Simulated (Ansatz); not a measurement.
## Residual resistivity of an alloy: Ag(111) with 4 layers of random Ag-Ir, 2x2

Wanted: resistance against the alloy's length, first Ag(111) with 4 layers of random Ag-Ir, 2x2.

Program: Ansatz 0.2.0. Level of theory: Ansatz plane-wave DFT, PBE, PAW files; ballistic transport by layer matching (Landauer), zero bias; PAW set soft_1. Results are calculated unless marked as measured.

## (1) Starting point

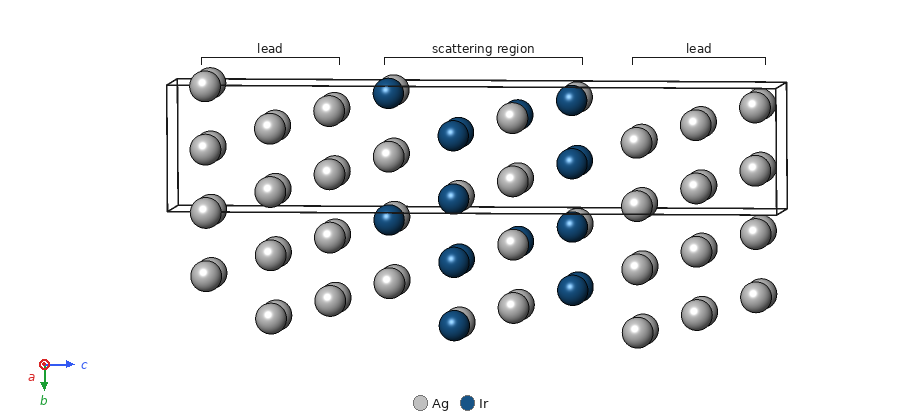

Start, viewed from the side, with the c axis across the page; silver light grey, iridium blue. 1×2×1 cells are drawn.

The cell holds 40 atoms: 32 Ag and 8 Ir. Cell: a = 5.779 Å, b = 5.779 Å, c = 23.651 Å, α = 93.5°, β = 86.5°, γ = 120.0°. It derives from Ag. Regions: lead, 24 atoms (24 Ag); scattering region, 16 atoms (8 Ir and 8 Ag). The structure is stacked along c, and the current runs across the ab planes.

## (2) With 4 alloy layers

In 4 layers a share of 0.5 of the sites is given to Ir at random. The layers about the cell's end stay perfect and serve as the lead. Disorder leaves little or no symmetry, which makes such runs dear. Energies from -0.05 to 0.05 eV in steps of 0.05 eV are too few for the program's thermal sum, so it prints no conductance; for a metal the transmission near the Fermi level serves, at a fraction of the cost.

input.yaml reads:

```yaml
crystal:
  lattice:
    - [5.7787594586, 0.0, 0.0]
    - [-2.8893797293, 5.0045524935, 0.0]
    - [1.4446898646, -0.8340920822, 23.5916866996]
  atoms:
    - { symbol: Ag, position: [0.9916666667, 0.0083333333, 0.05] }
    - { symbol: Ag, position: [0.9916666667, 0.5083333333, 0.05] }
    - { symbol: Ag, position: [0.4916666667, 0.0083333333, 0.05] }
    - { symbol: Ag, position: [0.4916666667, 0.5083333333, 0.05] }
    - { symbol: Ag, position: [0.1416666667, 0.3583333333, 0.15] }
    - { symbol: Ag, position: [0.1416666667, 0.8583333333, 0.15] }
    - { symbol: Ag, position: [0.6416666667, 0.3583333333, 0.15] }
    - { symbol: Ag, position: [0.6416666667, 0.8583333333, 0.15] }
    - { symbol: Ag, position: [0.2916666667, 0.2083333333, 0.25] }
    - { symbol: Ag, position: [0.2916666667, 0.7083333333, 0.25] }
    - { symbol: Ag, position: [0.7916666667, 0.2083333333, 0.25] }
    - { symbol: Ag, position: [0.7916666667, 0.7083333333, 0.25] }
    - { symbol: Ir, position: [0.9416666667, 0.0583333333, 0.35] }
    - { symbol: Ag, position: [0.9416666667, 0.5583333333, 0.35] }
    - { symbol: Ag, position: [0.4416666667, 0.0583333333, 0.35] }
    - { symbol: Ag, position: [0.4416666667, 0.5583333333, 0.35] }
    - { symbol: Ir, position: [0.0916666667, 0.4083333333, 0.45] }
    - { symbol: Ag, position: [0.0916666667, 0.9083333333, 0.45] }
    - { symbol: Ir, position: [0.5916666667, 0.4083333333, 0.45] }
    - { symbol: Ir, position: [0.5916666667, 0.9083333333, 0.45] }
    - { symbol: Ir, position: [0.2416666667, 0.2583333333, 0.55] }
    - { symbol: Ag, position: [0.2416666667, 0.7583333333, 0.55] }
    - { symbol: Ag, position: [0.7416666667, 0.2583333333, 0.55] }
    - { symbol: Ag, position: [0.7416666667, 0.7583333333, 0.55] }
    - { symbol: Ir, position: [0.8916666667, 0.1083333333, 0.65] }
    - { symbol: Ir, position: [0.8916666667, 0.6083333333, 0.65] }
    - { symbol: Ag, position: [0.3916666667, 0.1083333333, 0.65] }
    - { symbol: Ir, position: [0.3916666667, 0.6083333333, 0.65] }
    - { symbol: Ag, position: [0.0416666667, 0.4583333333, 0.75] }
    - { symbol: Ag, position: [0.0416666667, 0.9583333333, 0.75] }
    - { symbol: Ag, position: [0.5416666667, 0.4583333333, 0.75] }
    - { symbol: Ag, position: [0.5416666667, 0.9583333333, 0.75] }
    - { symbol: Ag, position: [0.1916666667, 0.3083333333, 0.85] }
    - { symbol: Ag, position: [0.1916666667, 0.8083333333, 0.85] }
    - { symbol: Ag, position: [0.6916666667, 0.3083333333, 0.85] }
    - { symbol: Ag, position: [0.6916666667, 0.8083333333, 0.85] }
    - { symbol: Ag, position: [0.8416666667, 0.1583333333, 0.95] }
    - { symbol: Ag, position: [0.8416666667, 0.6583333333, 0.95] }
    - { symbol: Ag, position: [0.3416666667, 0.1583333333, 0.95] }
    - { symbol: Ag, position: [0.3416666667, 0.6583333333, 0.95] }
kpoints:
  mp_grid: { grid: [4, 4, 1] }
hamiltonian:
  xc: pbe
  pseudopotentials: { kind: paw, azcp: { folder: soft_1 } }
scf:
  occupations: { method: fermi_dirac, width: 0.1 }
output:
  transmission: { leads: [[0, 4]], kmesh: [8, 8], e_range: [-0.05, 0.05], de: 0.05 }
  write_potential: true
  write_density: true
  volumetric_format: npy
```

Run with:

```
$ ansatz run input.yaml --threads 4 --pin off --max-ram 15360MiB --backend cpu --events-out ev --progress --plain --runs-dir out
```

Numbers of over 12 decimals in the logs are rounded to 6 here.

The log of the run:

```text
Engine: ansatz 0.2.0, aarch64-unknown-linux-gnu
Pseudopotentials: kind: paw
Pseudopotential: Ag, paw, valence charge 19, recommended cutoff 420 eV (normal), soft_1/Ag.paw.azcp
Pseudopotential: Ir, paw, valence charge 17, recommended cutoff 420 eV (normal), soft_1/Ir.paw.azcp
Functional definition: PBE
  parameter kappa = 0.804
  parameter beta = 0.066725
  exchange = pbe_x(kappa = kappa, mu = beta*pi^2/3)
  correlation = pbe_c(beta = beta)
Crystal: 40 atoms, lattice volume = 682.274 Å³
Basis set: ecut = 420 eV, 13363 PW (Γ)
Bands: 447, of which v1, the nominal top of the filled ones, is band 372 counted from 1 (371 counted from 0)
Symmetry: 1 space group operations
Space group: P1 (ITA 1), of the structure as read, at distance tolerance 8.8e-5 Å
k-points: 10 of 16 (time reversal used)
Non-local potential: Ag, projectors of the file, l = 0: 3, l = 1: 2, l = 2: 2, l = 3: 1
Non-local potential: Ir, projectors of the file, l = 0: 3, l = 1: 2, l = 2: 2, l = 3: 1
PAW form: soft (Blöchl's): semilocal exchange-correlation on the pseudo side does not see the compensation charge
PAW one-centre angular grid: Ag, 590 points (default); XC on 64 Gauss nodes
PAW one-centre angular grid: Ir, 590 points (default); XC on 64 Gauss nodes
Initial density: superposition of atomic densities (chi_scale 0.1, normalization cell, long waves of neutral atoms (reshape's long-wave potential 6.96 eV rms, cloud 2.86 Å wide))
Initial wavefunctions: pseudopotential atomic-orbital guess
Functional: x = pbe(κ = 0.804, μ = 0.219515), c = pbe(β = 0.066725)
SCF iter   1: F=—  HF=-338393.939474 eV  |F-HF|=—  |Δ(HF+E_count)|=         —  Δρ=6.54e-2  dr2=1.31e2  ethr=3.10e-3  ⟨swp⟩=4.0  Hψ=13254  notcnv=0  defer=103
preconditioner: auto → Kerker (q_TF=auto, 2.768 Å⁻¹)  [metal: Δε(μ)=0.021 eV  Ē_g=9.296 eV  σ=0.100 eV  W_gap=0.05  n_scr=260 (ndim 8)  ℏωp=29.3 eV  f_vac=0.000  D(μ)=26.30/eV (n_scr^D=228)]
SCF iter   2: F=—  HF=-338387.707875 eV  |F-HF|=—  |Δ(HF+E_count)|=    6.23e0  Δρ=3.13e-2  dr2=5.40e1  ethr=3.10e-3  ⟨swp⟩=2.0  Hψ=5327  notcnv=0  defer=493
SCF iter   3: F=—  HF=-338385.304798 eV  |F-HF|=—  |Δ(HF+E_count)|=    2.40e0  Δρ=6.42e-3  dr2=3.70e0  ethr=3.10e-3  ⟨swp⟩=2.0  Hψ=4149  notcnv=0  defer=493
SCF iter   4: F=—  HF=-338385.300284 eV  |F-HF|=—  |Δ(HF+E_count)|=   4.51e-3  Δρ=3.07e-3  dr2=2.82e-1  ethr=4.97e-4  ⟨swp⟩=1.0  Hψ=5150  notcnv=0  defer=493
SCF iter   5: F=—  HF=-338385.290378 eV  |F-HF|=—  |Δ(HF+E_count)|=   9.91e-3  Δρ=7.35e-4  dr2=3.46e-2  ethr=3.79e-5  ⟨swp⟩=1.1  Hψ=3978  notcnv=0  defer=493
SCF iter   6: F=—  HF=-338385.289524 eV  |F-HF|=—  |Δ(HF+E_count)|=   8.54e-4  Δρ=3.10e-4  dr2=9.04e-3  ethr=4.65e-6  ⟨swp⟩=1.0  Hψ=3977  notcnv=0  defer=493
SCF iter   7: F=—  HF=-338385.289265 eV  |F-HF|=—  |Δ(HF+E_count)|=   2.59e-4  Δρ=1.21e-4  dr2=4.27e-4  ethr=1.21e-6  ⟨swp⟩=1.0  Hψ=3977  notcnv=0  defer=493
SCF iter   8: F=—  HF=-338385.289254 eV  |F-HF|=—  |Δ(HF+E_count)|=   1.08e-5  Δρ=4.99e-5  dr2=3.67e-5  ethr=5.74e-8  ⟨swp⟩=2.5  Hψ=7080  notcnv=0  defer=493
SCF iter   9: F=—  HF=-338385.289400 eV  |F-HF|=—  |Δ(HF+E_count)|=   1.46e-4  Δρ=1.57e-5  dr2=6.65e-6  ethr=4.93e-9  ⟨swp⟩=2.0  Hψ=5814  notcnv=0  defer=493
SCF iter  10: F=—  HF=-338385.289400 eV  |F-HF|=—  |Δ(HF+E_count)|=   2.66e-7  Δρ=5.13e-6  dr2=1.28e-6  ethr=8.94e-10  ⟨swp⟩=2.4  Hψ=7011  notcnv=0  defer=493
SCF iter  11: F=—  HF=-338385.289400 eV  |F-HF|=—  |Δ(HF+E_count)|=   4.63e-8  Δρ=1.44e-6  dr2=2.30e-7  ethr=1.72e-10  ⟨swp⟩=1.0  Hψ=3977  notcnv=0  defer=493
SCF iter  12: F=-338385.289400 eV  HF=-338385.289400 eV  |F-HF|=5.10e-8  |Δ(HF+E_count)|=   5.70e-9  Δρ=6.77e-7  dr2=5.23e-8  ethr=1.34e-11  ⟨swp⟩=8.1  Hψ=15943  notcnv=0
SCF 1 converged in 12 iterations: F = -338385.289400 eV  dr2 = 5.23e-8
  greatest PAW one-centre occupation: 1.002 electrons in one spin orbital (limit 2), on the Ag atom at site 17 (counted from 0), in its partial waves of l = 0
transmission: 120 of 1156 steps passed
transmission: 240 of 1156 steps passed
[...]
transmission: 1156 of 1156 steps passed
SCF converged after 12 iterations
Free energy (F): -338385.289400 eV
Harris-Foulkes:  -338385.289400 eV  (|F-HF|=5.10e-8)
Internal energy: -338384.249501 eV  (E = F + TS)
E sigma→0 (E₀):  -338384.769450 eV
Entropy (-TS):   -1.039899 eV (-25.997 meV/atom)
Fermi energy:    17.638922 eV
--- Per-component energies (eV) ---
  E_band       = -8820.438701
  E_kinetic    = 19260.818413
  E_local      = -78610.855998  (includes V_loc(G=0)·N_el)
  E_nonlocal   = 2533.713367
  E_hartree    = 37352.671182
  E_xc         = -6918.404584
  E_vxc        = -8477.765682  (∫ρ·V_xc dr)
  E_paw        = -200684.396532  (= ΣΔE_a)
  E_vpaw       = -18231.703015  (= ΣTr[D̂ρ^β])
  E_aug_tail   = 0.015184  (compensation charges beyond the density's cutoff)
  E_ewald      = -111317.810534
  E_smearing   = -1.039899  (= −TS)
  E_closure    = -0.000000  (closes the sum)
  Σ components = -338385.289400   (vs F -338385.289400, Δ=0.00e0)
--- Band table (eV; the first three rows and the last of 10) ---
  k-point 0: bands = [... 368 lower, 17.7026, 17.7403, 17.7533, 17.8117, 17.9095, 18.0710, 18.2438, 18.4698, ... 71 higher]
  k-point 1: bands = [... 368 lower, 17.4966, 17.5336, 17.5894, 17.6428, 17.6632, 17.7031, 17.7907, 17.8631, ... 71 higher]
  k-point 2: bands = [... 368 lower, 17.2849, 17.3592, 17.4184, 17.4674, 17.5803, 17.6116, 17.6613, 17.8314, ... 71 higher]
  k-point 9: bands = [... 368 lower, 17.2431, 17.2771, 17.3056, 17.3760, 17.5561, 17.5813, 17.7134, 17.7612, ... 71 higher]
--- Transmission ---
  basis      : 253 plane waves across, 34 finite elements along
  points     : 34, standing for a mesh of 8 x 8
  energies   : 3 from -0.050000 to 0.050000 eV about the Fermi level, 0.050000 eV apart; the leads are filled to 0.000000 eV, and channels, transmission and decay are at 0.000000 eV
  crystal 0  : Ag4, at the sites [0, 4], period 2.3592 Å, over 14.16 Å; its Hamiltonian steps by up to 47.0 meV: too much for a lead, lay more layers or, if its atoms are ordered, name the step of that order
    offset         : up to 0.0000 Å between an atom of the period and one for which it stands
    channels       : 3.171875e0 a spin
    conductance    : none, the energies end too early or step too widely for 300 K: set another output.transmission.e_range or a lower de, or, where they end at an eighth of basis.ecutwfc, a higher one
  junction   : crystal 0 to crystal 0, 0.70 to 21.93 Å
    transmission   : 1.203385e0 a spin
    conductance    : none, the energies end too early or step too widely for 300 K: set another output.transmission.e_range or a lower de, or, where they end at an eighth of basis.ecutwfc, a higher one
```

Elapsed: 6.5 min, on 4 threads of Arm Neoverse V2, shared host; peak memory 6 GiB.

Reading the cycles: dr2 is the Hartree energy of the density residual (eV), the measure of convergence; HF is the Harris–Foulkes estimate of the energy, which meets the free energy F at convergence.

This step gave:

| Property | Result |
| --- | --- |
| free energy | -338385.2894 eV |
| energy at zero smearing | -338384.7695 eV |
| Fermi energy | 17.64 eV |
| cell area | 28.92 Å² |
| transmission per spin nearest the Fermi level | 1.203 |
| open channels per spin nearest the Fermi level | 3.172 |
| step of the lead's potential | 47 meV |

Per spin. Transmission, zone mean against energy, zero at the Fermi level:

```csv
energy (eV),"transmission, zone mean"
-0.0500,1.21
0.0000,1.20
0.0500,1.18
```

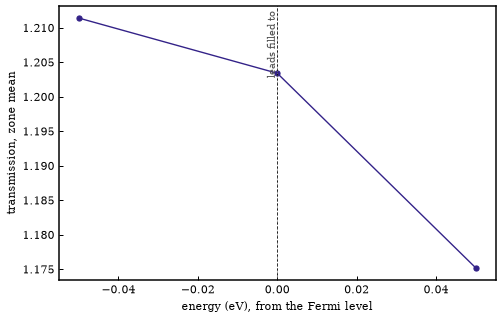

Transmission, zone mean, plotted against energy.

Per spin. Table of open channels, zone mean, lead by energy, zero at the Fermi level:

```csv
energy (eV),"open channels, zone mean, lead"
-0.0500,3.33
0.0000,3.17
0.0500,3.23
```

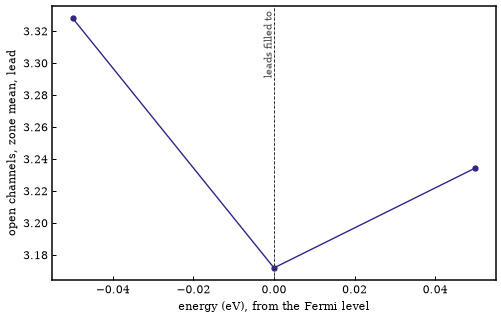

Open channels, zone mean, lead, plotted against energy.

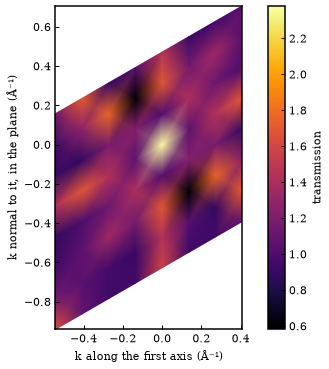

Transmission over k1 and k2. At 0.0000 eV from the Fermi level.

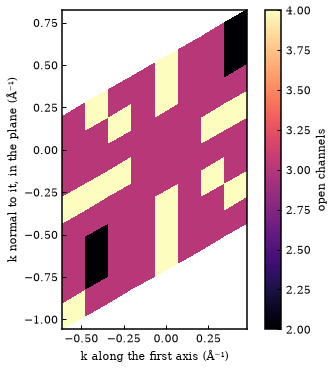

Open channels over k1 and k2. At 0.0000 eV from the Fermi level.

Over the solved energies the transmission per spin lies between 1.18 and 1.21, out of 3.24 channels of the lead on average (up to 3.33). The log calls the step of a lead's potential too much.

## (3) With 8 alloy layers

System of this step: Ag(111) with 8 layers of random Ag-Ir, 2x2. The cell holds 56 atoms: 40 Ag and 16 Ir. Cell: a = 5.779 Å, b = 5.779 Å, c = 33.070 Å, α = 87.5°, β = 92.5°, γ = 120.0°. It derives from Ag. Regions: lead, 24 atoms (24 Ag); scattering region, 32 atoms (16 Ag and 16 Ir). The structure is stacked along c, and the current runs across the ab planes.

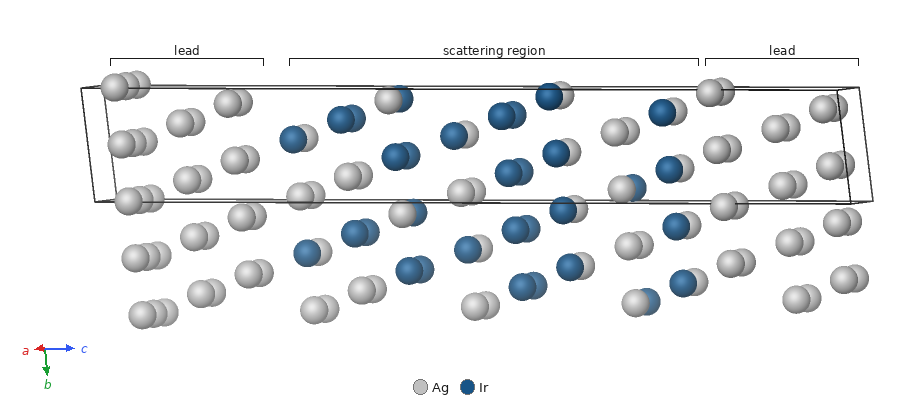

The cell of this step (silver light grey, iridium blue). 1×2×1 cells are drawn. Some periodic images of atoms are drawn too.

input.yaml reads:

```yaml
crystal:
  lattice:
    - [5.7787594586, 0.0, 0.0]
    - [-2.8893797293, 5.0045524935, 0.0]
    - [-1.4446898646, 0.8340920822, 33.0283613795]
  atoms:
    - { symbol: Ag, position: [0.005952381, 0.994047619, 0.0357142857] }
    - { symbol: Ag, position: [0.005952381, 0.494047619, 0.0357142857] }
    - { symbol: Ag, position: [0.505952381, 0.994047619, 0.0357142857] }
    - { symbol: Ag, position: [0.505952381, 0.494047619, 0.0357142857] }
    - { symbol: Ag, position: [0.1845238095, 0.3154761905, 0.1071428571] }
    - { symbol: Ag, position: [0.1845238095, 0.8154761905, 0.1071428571] }
    - { symbol: Ag, position: [0.6845238095, 0.3154761905, 0.1071428571] }
    - { symbol: Ag, position: [0.6845238095, 0.8154761905, 0.1071428571] }
    - { symbol: Ag, position: [0.3630952381, 0.1369047619, 0.1785714286] }
    - { symbol: Ag, position: [0.3630952381, 0.6369047619, 0.1785714286] }
    - { symbol: Ag, position: [0.8630952381, 0.1369047619, 0.1785714286] }
    - { symbol: Ag, position: [0.8630952381, 0.6369047619, 0.1785714286] }
    - { symbol: Ag, position: [0.0416666667, 0.9583333333, 0.25] }
    - { symbol: Ag, position: [0.0416666667, 0.4583333333, 0.25] }
    - { symbol: Ag, position: [0.5416666667, 0.9583333333, 0.25] }
    - { symbol: Ir, position: [0.5416666667, 0.4583333333, 0.25] }
    - { symbol: Ir, position: [0.2202380952, 0.2797619048, 0.3214285714] }
    - { symbol: Ag, position: [0.2202380952, 0.7797619048, 0.3214285714] }
    - { symbol: Ir, position: [0.7202380952, 0.2797619048, 0.3214285714] }
    - { symbol: Ag, position: [0.7202380952, 0.7797619048, 0.3214285714] }
    - { symbol: Ir, position: [0.3988095238, 0.1011904762, 0.3928571429] }
    - { symbol: Ir, position: [0.3988095238, 0.6011904762, 0.3928571429] }
    - { symbol: Ag, position: [0.8988095238, 0.1011904762, 0.3928571429] }
    - { symbol: Ir, position: [0.8988095238, 0.6011904762, 0.3928571429] }
    - { symbol: Ag, position: [0.0773809524, 0.9226190476, 0.4642857143] }
    - { symbol: Ag, position: [0.0773809524, 0.4226190476, 0.4642857143] }
    - { symbol: Ag, position: [0.5773809524, 0.9226190476, 0.4642857143] }
    - { symbol: Ir, position: [0.5773809524, 0.4226190476, 0.4642857143] }
    - { symbol: Ir, position: [0.255952381, 0.244047619, 0.5357142857] }
    - { symbol: Ir, position: [0.255952381, 0.744047619, 0.5357142857] }
    - { symbol: Ir, position: [0.755952381, 0.244047619, 0.5357142857] }
    - { symbol: Ir, position: [0.755952381, 0.744047619, 0.5357142857] }
    - { symbol: Ag, position: [0.4345238095, 0.0654761905, 0.6071428571] }
    - { symbol: Ag, position: [0.4345238095, 0.5654761905, 0.6071428571] }
    - { symbol: Ir, position: [0.9345238095, 0.0654761905, 0.6071428571] }
    - { symbol: Ir, position: [0.9345238095, 0.5654761905, 0.6071428571] }
    - { symbol: Ir, position: [0.1130952381, 0.8869047619, 0.6785714286] }
    - { symbol: Ag, position: [0.1130952381, 0.3869047619, 0.6785714286] }
    - { symbol: Ag, position: [0.6130952381, 0.8869047619, 0.6785714286] }
    - { symbol: Ag, position: [0.6130952381, 0.3869047619, 0.6785714286] }
    - { symbol: Ag, position: [0.2916666667, 0.2083333333, 0.75] }
    - { symbol: Ag, position: [0.2916666667, 0.7083333333, 0.75] }
    - { symbol: Ir, position: [0.7916666667, 0.2083333333, 0.75] }
    - { symbol: Ir, position: [0.7916666667, 0.7083333333, 0.75] }
    - { symbol: Ag, position: [0.4702380952, 0.0297619048, 0.8214285714] }
    - { symbol: Ag, position: [0.4702380952, 0.5297619048, 0.8214285714] }
    - { symbol: Ag, position: [0.9702380952, 0.0297619048, 0.8214285714] }
    - { symbol: Ag, position: [0.9702380952, 0.5297619048, 0.8214285714] }
    - { symbol: Ag, position: [0.1488095238, 0.8511904762, 0.8928571429] }
    - { symbol: Ag, position: [0.1488095238, 0.3511904762, 0.8928571429] }
    - { symbol: Ag, position: [0.6488095238, 0.8511904762, 0.8928571429] }
    - { symbol: Ag, position: [0.6488095238, 0.3511904762, 0.8928571429] }
    - { symbol: Ag, position: [0.3273809524, 0.1726190476, 0.9642857143] }
    - { symbol: Ag, position: [0.3273809524, 0.6726190476, 0.9642857143] }
    - { symbol: Ag, position: [0.8273809524, 0.1726190476, 0.9642857143] }
    - { symbol: Ag, position: [0.8273809524, 0.6726190476, 0.9642857143] }
kpoints:
  mp_grid: { grid: [4, 4, 1] }
hamiltonian:
  xc: pbe
  pseudopotentials: { kind: paw, azcp: { folder: soft_1 } }
scf:
  occupations: { method: fermi_dirac, width: 0.1 }
output:
  transmission: { leads: [[0, 4]], kmesh: [8, 8], e_range: [-0.05, 0.05], de: 0.05 }
  write_potential: true
  write_density: true
  volumetric_format: npy
```

The log of the run:

```text
[...]
Crystal: 56 atoms, lattice volume = 955.184 Å³
Basis set: ecut = 420 eV, 18759 PW (Γ)
Bands: 620, of which v1, the nominal top of the filled ones, is band 516 counted from 1 (515 counted from 0)
Symmetry: 1 space group operations
[...]
k-points: 10 of 16 (time reversal used)
[...]
SCF iter   1: F=—  HF=-494610.370742 eV  |F-HF|=—  |Δ(HF+E_count)|=         —  Δρ=6.20e-2  dr2=3.49e2  ethr=3.10e-3  ⟨swp⟩=4.0  Hψ=18278  notcnv=0  defer=181
[...]
SCF iter  12: F=-494598.401230 eV  HF=-494598.401230 eV  |F-HF|=7.53e-8  |Δ(HF+E_count)|=   2.69e-8  Δρ=1.21e-6  dr2=8.08e-8  ethr=9.69e-12  ⟨swp⟩=8.5  Hψ=22511  notcnv=0
SCF 1 converged in 12 iterations: F = -494598.401230 eV  dr2 = 8.08e-8
[...]
transmission: 183 of 1768 steps passed
transmission: 357 of 1768 steps passed
[...]
transmission: 1768 of 1768 steps passed
SCF converged after 12 iterations
Free energy (F): -494598.401230 eV
[...]
Internal energy: -494596.776136 eV  (E = F + TS)
E sigma→0 (E₀):  -494597.588683 eV
Entropy (-TS):   -1.625094 eV (-29.020 meV/atom)
Fermi energy:    17.849129 eV
[...]
--- Band table (eV; the first three rows and the last of 10) ---
  k-point 0: bands = [... 512 lower, 18.0614, 18.0907, 18.1155, 18.1543, 18.1783, 18.2007, 18.2823, 18.3326, ... 100 higher]
  k-point 1: bands = [... 512 lower, 17.7748, 17.8227, 17.8486, 17.8838, 17.9234, 17.9743, 17.9961, 18.0093, ... 100 higher]
  k-point 2: bands = [... 512 lower, 17.5941, 17.6046, 17.6487, 17.6976, 17.7433, 17.7730, 17.8271, 17.8961, ... 100 higher]
  k-point 9: bands = [... 512 lower, 17.5760, 17.5778, 17.6242, 17.6508, 17.7350, 17.7734, 17.7838, 17.8901, ... 100 higher]
--- Transmission ---
  basis      : 253 plane waves across, 52 finite elements along
  points     : 34, standing for a mesh of 8 x 8
[...]
channels       : 3.234375e0 a spin
[...]
junction   : crystal 0 to crystal 0, 0.70 to 31.37 Å
    transmission   : 7.098716e-1 a spin
[...]
```

Run time: 11 min. Hardware: 4 threads; peak memory 9.8 GiB.

Numbers from this step:

- free energy: -494598.4012 eV
- energy at zero smearing: -494597.5887 eV
- Fermi energy: 17.85 eV
- transmission per spin nearest the Fermi level: 0.7099
- open channels per spin nearest the Fermi level: 3.234
- step of the lead's potential: 44.8 meV

Per spin. The transmission, zone mean by energy, zero at the Fermi level:

```csv
energy (eV),"transmission, zone mean"
-0.0500,0.764
0.0000,0.710
0.0500,0.724
```

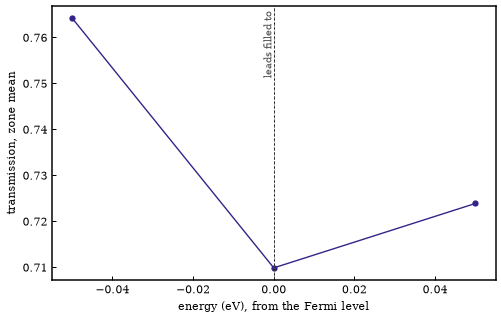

Transmission, zone mean against energy.

Over the solved energies the transmission per spin lies between 0.710 and 0.764, out of 3.27 channels of the lead on average (up to 3.33). The log calls the step of a lead's potential too much.

[end of part 1 of 2]

[Logs are printed without paths, hosts, clocks, repeated set-up lines and the standing remarks that a program may print on its own settings, such as how far it seeks lower states.]

[Hosts, paths, dates, database ids (printed as entryN), source tags and the programs' standing remarks are cut or masked in the printed files.]
